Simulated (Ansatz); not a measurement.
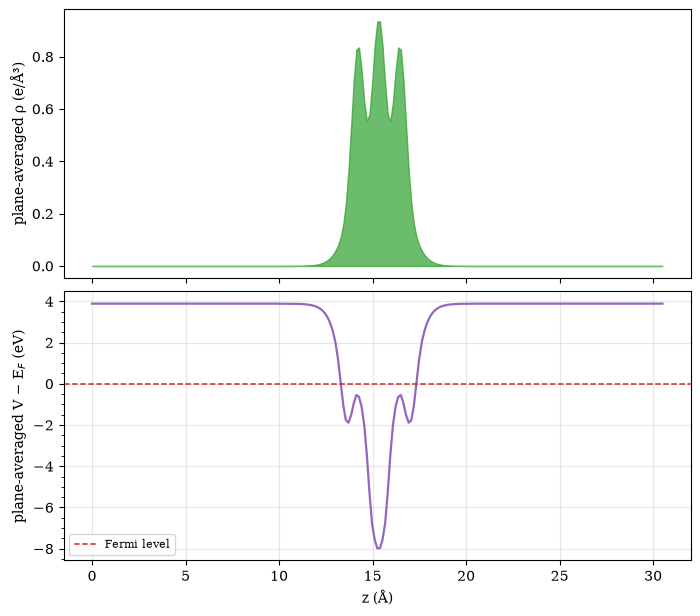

The picture shows: SnO (slab). Plane average of the electrostatic potential energy of an electron and of the valence pseudo-density across the slab.

Changed on purpose from its base cell (biaxial strain +0.040, atoms relaxed).

All numbers below come from Ansatz, DFT PBE+D3(BJ), scalar-relativistic, plane waves, PAW.

The density is the valence pseudo-density of a PAW calculation; it isn't the true density close to the nuclei.

> How far above the Fermi level of the calculation is the vacuum level?

3.9 eV. The slab has a gap, so the Fermi level lies inside it and this isn't a work function in the metallic sense.

> What are the slab's thickness and the vacuum gap?

The outermost nuclei are 2.3 Å apart, in 3 atomic planes; the vacuum between periodic images is 28.4 Å wide.
